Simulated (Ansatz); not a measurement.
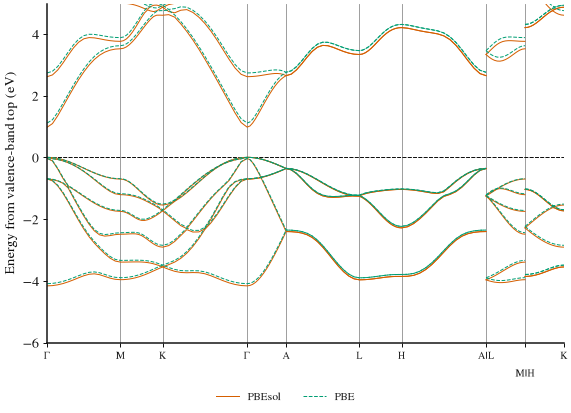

Band structures of CdS, space group P6_3mc, 4 atoms in the cell, by two methods on the same cell. Each is counted from its own valence-band top.

Q: What changes from one method to the other?

A: PBEsol gives a gap of 0.98 eV along the path and PBE gives a gap of 1.11 eV along the path. Over the top 3 filled bands the two differ by 0.02 eV on average.

Settings. PBEsol: DFT PBEsol, scalar-relativistic, plane waves, PAW, no spin polarisation, 12×12×4 k mesh, 420 eV cutoff (Ansatz 0.2.0). PBE: DFT PBE, scalar-relativistic, plane waves, PAW, no spin polarisation, 12×12×4 k mesh, 420 eV cutoff (Ansatz).
